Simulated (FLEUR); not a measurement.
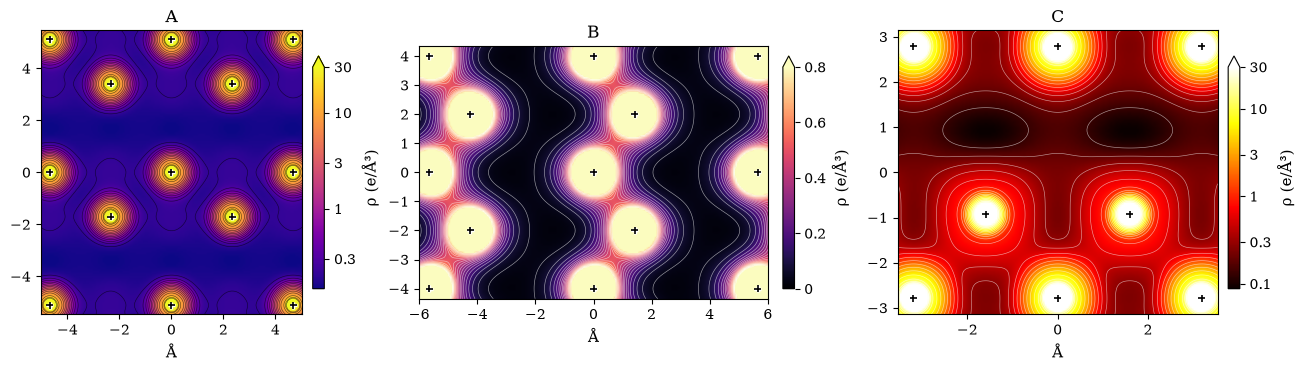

The total electron density of 3 systems, each on a plane through atoms (crosses mark nuclei in the plane).

The calculation used Kohn-Sham DFT of a periodic cell, PBEsol, all-electron in FLEUR MaX-R8.1 (later development tree).

System 1: MoP, the (110) plane of the conventional cell. Space group P-6m2.

```yaml
crystal:
  lattice:
    - [3.22300, 0.00000, 0.00000]
    - [-1.61150, 2.79120, 0.00000]
    - [0.00000, 0.00000, 3.19100]
  atoms:
    - { symbol: Mo, position: [0.00000, 0.00000, 0.00000] }
    - { symbol: P, position: [0.33333, 0.66667, 0.50000] }
```

System 2: Ti, the (110) plane of the conventional cell. Space group P6₃/mmc.

```xyz
2
Lattice="2.9500 0.0000 0.0000 -1.4750 2.5548 0.0000 0.0000 0.0000 4.6800" Properties=species:S:1:pos:R:3 pbc="T T T"
Ti    1.4750    0.8516    3.5100
Ti    0.0000    1.7032    1.1700
```

System 3: Ge, the (011) plane of the conventional cell. Space group Fd-3m.

```xyz
8
Lattice="5.6578 0.0000 0.0000 0.0000 5.6578 0.0000 0.0000 0.0000 5.6578" Properties=species:S:1:pos:R:3 pbc="T T T"
Ge    1.4145    1.4145    1.4145
Ge    4.2434    4.2434    1.4145
Ge    4.2434    1.4145    4.2434
Ge    1.4145    4.2434    4.2434
Ge    0.0000    0.0000    0.0000
Ge    2.8289    2.8289    0.0000
Ge    2.8289    0.0000    2.8289
Ge    0.0000    2.8289    2.8289
```

Q: Which map belongs to which system?

A: Panel A is system 2, Ti: the plane holds Ti. Ti–Ti (2.89 Å): ρ is about 0.19 e/Å³ halfway. Panel B is system 3, Ge: the plane holds Ge. Ge–Ge (2.45 Å): ρ at the midpoint is about 0.51 e/Å³. Panel C is system 1, MoP: the plane holds Mo and P. Mo–P (2.45 Å): ρ is about 0.54 e/Å³ halfway.
